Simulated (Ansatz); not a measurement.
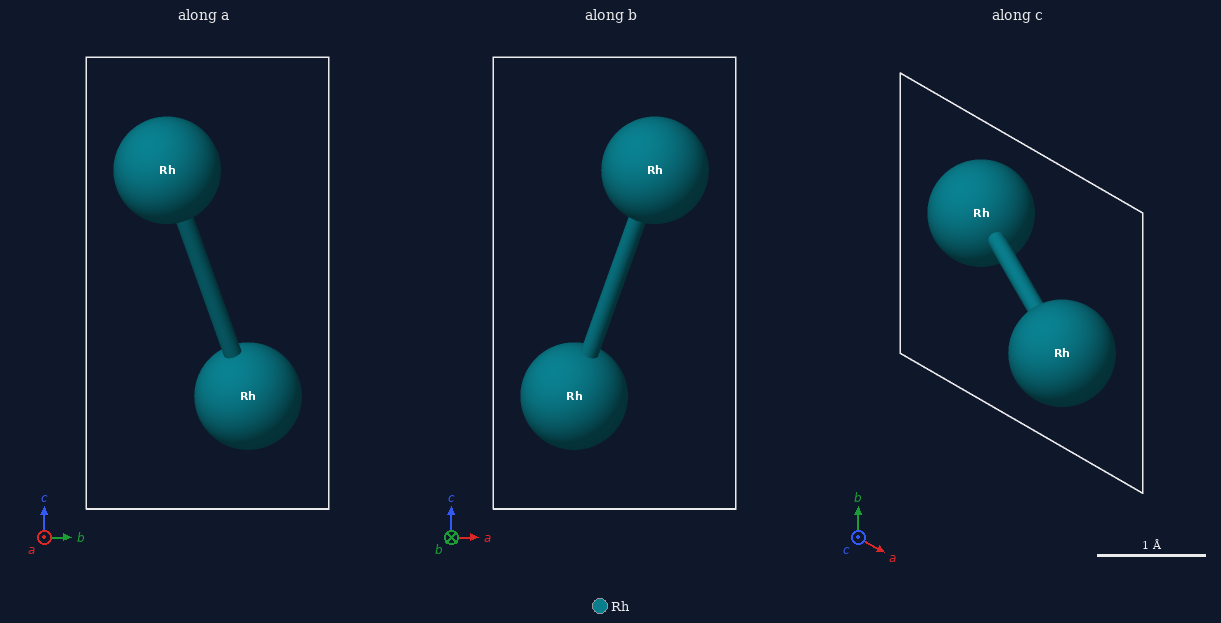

A ball-and-stick rendering, viewed along the a axis, along the b axis and along the c axis. The wireframe shows the conventional unit cell.

Lattice parameters: a = 2.610 Å, b = 2.610 Å, c = 4.207 Å, α = 90.00°, β = 90.00°, γ = 120.00°.

Question: Express the structure as a table of Wyckoff sites.

Answer: Space group P6_3/mmc (No. 194).
```tsv
atom	site	x	y	z
Rh	2c	0.6667	0.3333	0.7500
```

Provenance: a structure type filled with this element by a generator (whether the element takes this form wasn't checked). Earlier steps of the study may have refined or changed the cell and positions. Ansatz was used for an electronic-structure calculation on it.

At this level of theory the cell isn't at rest (compressed, at 45 GPa), so its distances can differ from those at equilibrium, the more so the softer the solid.
